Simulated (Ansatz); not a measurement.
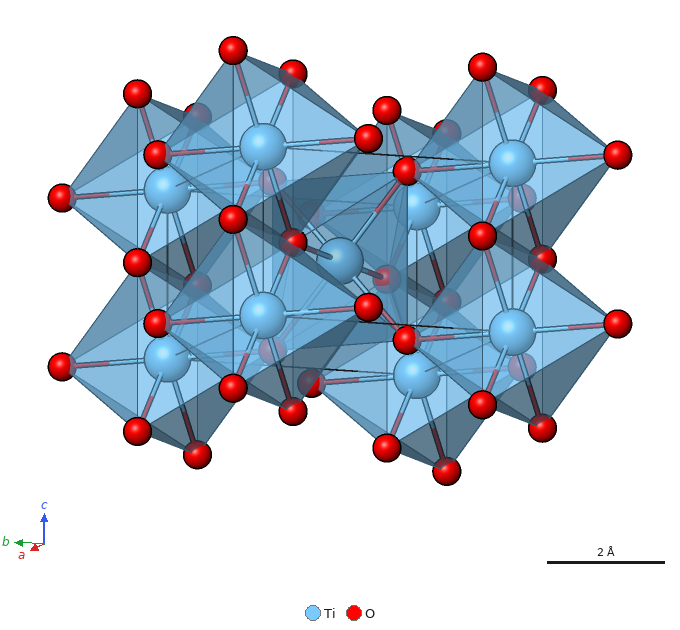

The structure as given in the input (polyhedral view of the cell of the calculation, seen at an oblique angle; polyhedra are completed across the faces of the cell). An atom can appear more than once, as a periodic image.

**TiO₂: geometry relaxation (part 1 of 2)**

- system: TiO₂ (P4₂/mnm, 6 atoms in the cell)
- method: DFT r2SCAN, scalar-relativistic, plane waves, PAW, no spin polarisation (Ansatz 0.2.0)

The structure was made by swapping elements on the sites of another compound; it need not be a known phase. It belongs to a series of runs on one base structure; here: Sn -> Ti on all its sites, cell and atoms relaxed.

What the program printed:
```
Engine: ansatz 0.2.0, x86_64-unknown-linux-gnu
Pseudopotentials: kind: paw
Pseudopotential: Ti, paw, valence charge 12, recommended cutoff 500 eV (meta_gga), Ti.paw.azcp
Pseudopotential: O, paw, valence charge 6, recommended cutoff 500 eV (meta_gga), O.paw.azcp
Functional definition: r2SCAN
  parameter k0 = 0.174
  parameter k1 = 0.065
  parameter a1 = 4.9479
  exchange = r2scan_x(k0 = k0, k1 = k1, a1 = a1)
  correlation = r2scan_c
Crystal: 6 atoms, lattice volume = 62.555 Å³
Basis set: ecut = 500 eV, 1559 PW (Γ), exchange–correlation on 144×144×96 points (64 copies of the dense FFT grid, shifted against one another)
Bands: 30, of which v1, the nominal top of the filled ones, is band 24 counted from 1 (23 counted from 0)
Symmetry: 8 space group operations
Space group: Pnnm (ITA 58), of the structure as read, at distance tolerance 4.0e-5 Å
k-points: 96 of 360
Non-local potential: Ti, projectors of the file, l = 0: 3, l = 1: 2, l = 2: 3, l = 3: 1
Non-local potential: O, projectors of the file, l = 0: 2, l = 1: 2, l = 2: 1
PAW form: soft (Blöchl's): semilocal exchange-correlation on the pseudo side does not see the compensation charge
PAW frozen core: Ti, regenerated for the run's functional (the file was generated under x = pbe(κ = 0.804, μ = 0.2195149727645171), c = pbe(β = 0.06672455060314922))
PAW frozen core: O, regenerated for the run's functional (the file was generated under x = pbe(κ = 0.804, μ = 0.2195149727645171), c = pbe(β = 0.06672455060314922))
PAW one-centre angular grid: Ti, 590 points (default); XC on 160 Gauss nodes
PAW one-centre angular grid: O, 302 points (default); XC on 160 Gauss nodes
Initial density: superposition of atomic densities (neutral atoms: chi_scale 0, normalization atom), corrected by the library's trained network
Initial wavefunctions: pseudopotential atomic-orbital guess
Functional: x = r2scan, c = r2scan; τ floored in thin density (d = 2e-4 eV/Å³)
SCF iter   1: F=—  HF=-7292.562097 eV  |F-HF|=—  |Δ(HF+E_count)|=         —  Δρ=2.74e-2  dr2=5.50e-1  dr2_τ=3.84e-1  ethr=1.77e-3  ⟨swp⟩=5.9  Hψ=11876  notcnv=0
preconditioner: auto → Resta (q_TF=auto, 2.610 Å⁻¹)  ε∞=7.3  [insulator: Δε(μ)=2.748 eV  Ē_g=10.554 eV  σ=0.020 eV  W_gap=1.00  n_scr=18 (ndim 8)  ℏωp=26.6 eV  f_vac=0.018  D(μ)=0.00/eV (n_scr^D=0)  ε∞_Penn≈7.3]
SCF iter   2: F=—  HF=-7292.583084 eV  |F-HF|=—  |Δ(HF+E_count)|=   2.10e-2  Δρ=1.22e-2  dr2=4.49e-2  dr2_τ=2.82e-2  ethr=1.15e-3  ⟨swp⟩=3.0  Hψ=6320  notcnv=0  defer=150
SCF iter   3: F=—  HF=-7292.577546 eV  |F-HF|=—  |Δ(HF+E_count)|=   5.54e-3  Δρ=4.04e-3  dr2=6.09e-3  dr2_τ=5.39e-4  ethr=9.36e-5  ⟨swp⟩=2.0  Hψ=4692  notcnv=0  defer=150
SCF iter   4: F=—  HF=-7292.577337 eV  |F-HF|=—  |Δ(HF+E_count)|=   2.09e-4  Δρ=1.16e-3  dr2=4.23e-4  dr2_τ=1.06e-4  ethr=1.27e-5  ⟨swp⟩=2.0  Hψ=4294  notcnv=0  defer=150
SCF iter   5: F=—  HF=-7292.577408 eV  |F-HF|=—  |Δ(HF+E_count)|=   7.07e-5  Δρ=1.84e-4  dr2=2.34e-5  dr2_τ=1.50e-6  ethr=8.82e-7  ⟨swp⟩=2.1  Hψ=4408  notcnv=0  defer=150
SCF iter   6: F=—  HF=-7292.577413 eV  |F-HF|=—  |Δ(HF+E_count)|=   5.43e-6  Δρ=5.12e-5  dr2=2.22e-6  dr2_τ=1.13e-7  ethr=4.87e-8  ⟨swp⟩=2.0  Hψ=5053  notcnv=0  defer=150
SCF iter   7: F=—  HF=-7292.577413 eV  |F-HF|=—  |Δ(HF+E_count)|=   1.55e-8  Δρ=2.16e-5  dr2=3.43e-7  dr2_τ=1.68e-8  ethr=4.63e-9  ⟨swp⟩=2.1  Hψ=3991  notcnv=0  defer=150
SCF iter   8: F=-7292.577413 eV  HF=-7292.577413 eV  |F-HF|=3.02e-9  |Δ(HF+E_count)|=   2.96e-8  Δρ=2.82e-6  dr2=5.65e-9  dr2_τ=9.25e-11  ethr=2.08e-10  ⟨swp⟩=8.8  Hψ=11162  notcnv=0
SCF 1 converged in 8 iterations: F = -7292.577413 eV  dr2 = 5.65e-9
  greatest PAW one-centre occupation: 1.000 electrons in one spin orbital (limit 2), on the Ti atom at site 1 (counted from 0), in its partial waves of l = 0
relax step   1: F+E_penalty+E_count = -7292.57741346 eV  Δ(F+E_penalty+E_count) = +0.000e0 eV  max|allowed force component| = 3.830e-2 eV/Å  Δτ_max = 0.0000 Å  P = -0.353 GPa  Ω = 62.555 Å³  (8 SCF iters, dr2 threshold 1.00e-7 eV, accepted)
Crystal: 6 atoms, lattice volume = 62.473 Å³
Initial density: handed on by an earlier stage of this run
Initial wavefunctions: those handed on with the density
iter 1 solved again at ethr=8.39e-8 eV; its pass at ethr=3.10e-3 eV (dr2=4.03e-5 eV) is discarded
SCF iter   1: F=—  HF=-7292.577739 eV  |F-HF|=—  |Δ(HF+E_count)|=         —  Δρ=2.65e-4  dr2=3.57e-5  dr2_τ=4.62e-4  ethr=8.39e-8  ⟨swp⟩=2.0  Hψ=15348  notcnv=0
preconditioner: auto → Resta (q_TF=auto, 2.611 Å⁻¹)  ε∞=7.9  [insulator: Δε(μ)=2.231 eV  Ē_g=10.104 eV  σ=0.020 eV  W_gap=1.00  n_scr=18 (ndim 8)  ℏωp=26.6 eV  f_vac=0.020  D(μ)=0.00/eV (n_scr^D=0)  ε∞_Penn≈7.9]
SCF iter   2: F=—  HF=-7292.577797 eV  |F-HF|=—  |Δ(HF+E_count)|=   5.81e-5  Δρ=1.24e-4  dr2=8.34e-6  dr2_τ=1.29e-6  ethr=7.44e-8  ⟨swp⟩=2.0  Hψ=4416  notcnv=0
SCF iter   3: F=—  HF=-7292.577797 eV  |F-HF|=—  |Δ(HF+E_count)|=   4.54e-7  Δρ=6.78e-5  dr2=2.60e-6  dr2_τ=2.09e-7  ethr=1.74e-8  ⟨swp⟩=2.6  Hψ=3987  notcnv=0
SCF iter   4: F=-7292.577797 eV  HF=-7292.577797 eV  |F-HF|=1.37e-8  |Δ(HF+E_count)|=   4.17e-8  Δρ=1.59e-5  dr2=9.20e-8  dr2_τ=1.17e-8  ethr=9.80e-10  ⟨swp⟩=3.0  Hψ=10497  notcnv=0
SCF 2 converged in 4 iterations: F = -7292.577797 eV  dr2 = 9.20e-8
relax step   2: F+E_penalty+E_count = -7292.57779688 eV  Δ(F+E_penalty+E_count) = -3.834e-4 eV  max|allowed force component| = 2.078e-2 eV/Å  Δτ_max = 0.0015 Å  P = -0.091 GPa  Ω = 62.473 Å³  energy of the carried Pulay correction = +5.467e-5 eV  (4 SCF iters, dr2 threshold 4.70e-7 eV, accepted)
Crystal: 6 atoms, lattice volume = 62.410 Å³
iter 1 solved again at ethr=1.50e-7 eV; its pass at ethr=3.10e-3 eV (dr2=7.20e-5 eV) is discarded
SCF iter   1: F=—  HF=-7292.577987 eV  |F-HF|=—  |Δ(HF+E_count)|=         —  Δρ=3.54e-4  dr2=7.80e-5  dr2_τ=4.05e-4  ethr=1.50e-7  ⟨swp⟩=2.0  Hψ=15381  notcnv=0
preconditioner: auto → Resta (q_TF=auto, 2.611 Å⁻¹)  ε∞=7.9  [insulator: Δε(μ)=2.226 eV  Ē_g=10.107 eV  σ=0.020 eV  W_gap=1.00  n_scr=18 (ndim 8)  ℏωp=26.6 eV  f_vac=0.020  D(μ)=0.00/eV (n_scr^D=0)  ε∞_Penn≈7.9]
SCF iter   2: F=—  HF=-7292.578032 eV  |F-HF|=—  |Δ(HF+E_count)|=   4.50e-5  Δρ=1.85e-4  dr2=1.96e-5  dr2_τ=2.13e-6  ethr=1.50e-7  ⟨swp⟩=2.1  Hψ=4450  notcnv=0
SCF iter   3: F=—  HF=-7292.578029 eV  |F-HF|=—  |Δ(HF+E_count)|=   3.52e-6  Δρ=9.58e-5  dr2=6.00e-6  dr2_τ=4.91e-7  ethr=4.08e-8  ⟨swp⟩=2.6  Hψ=4486  notcnv=0
SCF iter   4: F=—  HF=-7292.578028 eV  |F-HF|=—  |Δ(HF+E_count)|=   7.97e-7  Δρ=2.50e-5  dr2=1.54e-7  dr2_τ=1.82e-8  ethr=1.25e-8  ⟨swp⟩=2.0  Hψ=4410  notcnv=0
SCF iter   5: F=-7292.578028 eV  HF=-7292.578028 eV  |F-HF|=1.34e-8  |Δ(HF+E_count)|=   1.15e-7  Δρ=6.37e-6  dr2=2.24e-8  dr2_τ=3.64e-9  ethr=2.88e-10  ⟨swp⟩=4.1  Hψ=9015  notcnv=0
SCF 3 converged in 5 iterations: F = -7292.578028 eV  dr2 = 2.24e-8
  greatest PAW one-centre occupation: 1.000 electrons in one spin orbital (limit 2), on the Ti atom at site 0 (counted from 0), in its partial waves of l = 0
relax step   3: F+E_penalty+E_count = -7292.57802802 eV  Δ(F+E_penalty+E_count) = -2.311e-4 eV  max|allowed force component| = 5.127e-3 eV/Å  Δτ_max = 0.0013 Å  P = +0.049 GPa  Ω = 62.410 Å³  energy of the carried Pulay correction = +9.753e-5 eV  (5 SCF iters, dr2 threshold 1.38e-7 eV, accepted)
Crystal: 6 atoms, lattice volume = 62.415 Å³
iter 1 solved again at ethr=2.07e-8 eV; its pass at ethr=3.10e-3 eV (dr2=9.93e-6 eV) is discarded
SCF iter   1: F=—  HF=-7292.578041 eV  |F-HF|=—  |Δ(HF+E_count)|=         —  Δρ=1.27e-4  dr2=1.10e-5  dr2_τ=4.19e-5  ethr=2.07e-8  ⟨swp⟩=2.0  Hψ=15403  notcnv=0
preconditioner: auto → Resta (q_TF=auto, 2.611 Å⁻¹)  ε∞=7.9  [insulator: Δε(μ)=2.220 eV  Ē_g=10.103 eV  σ=0.020 eV  W_gap=1.00  n_scr=18 (ndim 8)  ℏωp=26.6 eV  f_vac=0.020  D(μ)=0.00/eV (n_scr^D=0)  ε∞_Penn≈7.9]
SCF iter   2: F=—  HF=-7292.578045 eV  |F-HF|=—  |Δ(HF+E_count)|=   3.70e-6  Δρ=7.45e-5  dr2=3.48e-6  dr2_τ=1.47e-7  ethr=2.07e-8  ⟨swp⟩=3.0  Hψ=5790  notcnv=0
SCF iter   3: F=—  HF=-7292.578044 eV  |F-HF|=—  |Δ(HF+E_count)|=   7.37e-7  Δρ=6.19e-5  dr2=2.33e-6  dr2_τ=3.03e-7  ethr=7.26e-9  ⟨swp⟩=2.0  Hψ=4416  notcnv=0
SCF iter   4: F=-7292.578044 eV  HF=-7292.578044 eV  |F-HF|=2.11e-8  |Δ(HF+E_count)|=   3.94e-7  Δρ=1.37e-5  dr2=5.86e-8  dr2_τ=5.12e-9  ethr=1.54e-10  ⟨swp⟩=3.5  Hψ=11633  notcnv=0
SCF 4 converged in 4 iterations: F = -7292.578044 eV  dr2 = 5.86e-8
relax step   4: F+E_penalty+E_count = -7292.57804371 eV  Δ(F+E_penalty+E_count) = -1.570e-5 eV  max|allowed force component| = 1.051e-3 eV/Å  Δτ_max = 0.0004 Å  P = -0.016 GPa  Ω = 62.415 Å³  energy of the carried Pulay correction = +9.400e-5 eV  (4 SCF iters, dr2 threshold 7.39e-8 eV, accepted)
Initial wavefunctions: pseudopotential atomic-orbital guess (no wavefunctions were taken with the density)
iter 1 solved again at ethr=9.23e-9 eV; its pass at ethr=3.10e-3 eV (dr2=4.43e-6 eV) is discarded
SCF iter   1: F=—  HF=-7292.577953 eV  |F-HF|=—  |Δ(HF+E_count)|=         —  Δρ=1.67e-5  dr2=6.48e-8  dr2_τ=2.23e-8  ethr=9.23e-9  ⟨swp⟩=3.0  Hψ=19774  notcnv=0
preconditioner: auto → Resta (q_TF=auto, 2.611 Å⁻¹)  ε∞=7.9  [insulator: Δε(μ)=2.219 eV  Ē_g=10.102 eV  σ=0.020 eV  W_gap=1.00  n_scr=18 (ndim 8)  ℏωp=26.6 eV  f_vac=0.020  D(μ)=0.00/eV (n_scr^D=0)  ε∞_Penn≈7.9]
SCF iter   2: F=—  HF=-7292.577953 eV  |F-HF|=—  |Δ(HF+E_count)|=   2.44e-8  Δρ=9.59e-6  dr2=2.78e-8  dr2_τ=3.36e-9  ethr=1.35e-10  ⟨swp⟩=2.3  Hψ=4147  notcnv=0
SCF iter   3: F=—  HF=-7292.577953 eV  |F-HF|=—  |Δ(HF+E_count)|=   1.06e-8  Δρ=3.93e-6  dr2=1.03e-8  dr2_τ=1.21e-9  ethr=5.79e-11  ⟨swp⟩=3.0  Hψ=5695  notcnv=0
SCF iter   4: F=—  HF=-7292.577953 eV  |F-HF|=—  |Δ(HF+E_count)|=   1.34e-9  Δρ=1.26e-6  dr2=9.19e-10  dr2_τ=6.69e-11  ethr=2.15e-11  ⟨swp⟩=2.2  Hψ=3946  notcnv=0
SCF iter   5: F=-7292.577953 eV  HF=-7292.577953 eV  |F-HF|=9.09e-13  |Δ(HF+E_count)|=  6.00e-11  Δρ=2.59e-7  dr2=5.12e-11  dr2_τ=3.88e-12  ethr=1.00e-12  ⟨swp⟩=4.0  Hψ=9371  notcnv=0
SCF 5 converged in 5 iterations: F = -7292.577953 eV  dr2 = 5.12e-11
relax step   5: F+E_penalty+E_count = -7292.57795275 eV  Δ(F+E_penalty+E_count) = +9.096e-5 eV  max|allowed force component| = 1.056e-3 eV/Å  Δτ_max = 0.0000 Å  P = -0.016 GPa  Ω = 62.415 Å³  stress off target by 1.95e-2 GPa  SCF on the basis re-selected at this cell (its energy is not comparable with the rows above)  (5 SCF iters)
```

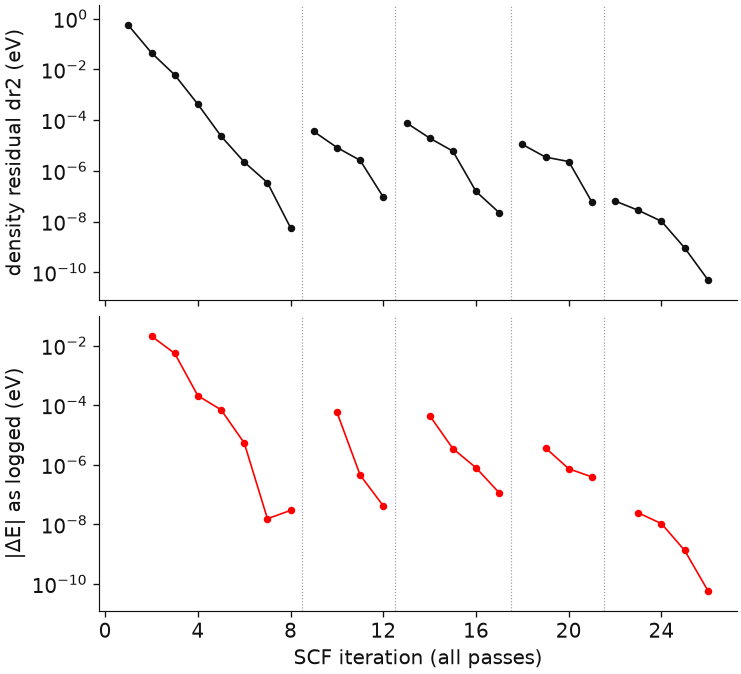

Convergence of the self-consistent field: density residual dr2 and size of the energy change against the SCF iteration. The dotted lines part the SCF passes of the relaxation: geometry steps, rejected trials and re-solves on a re-selected basis. The 5 passes take 4 to 8 iterations each, 26 in all.
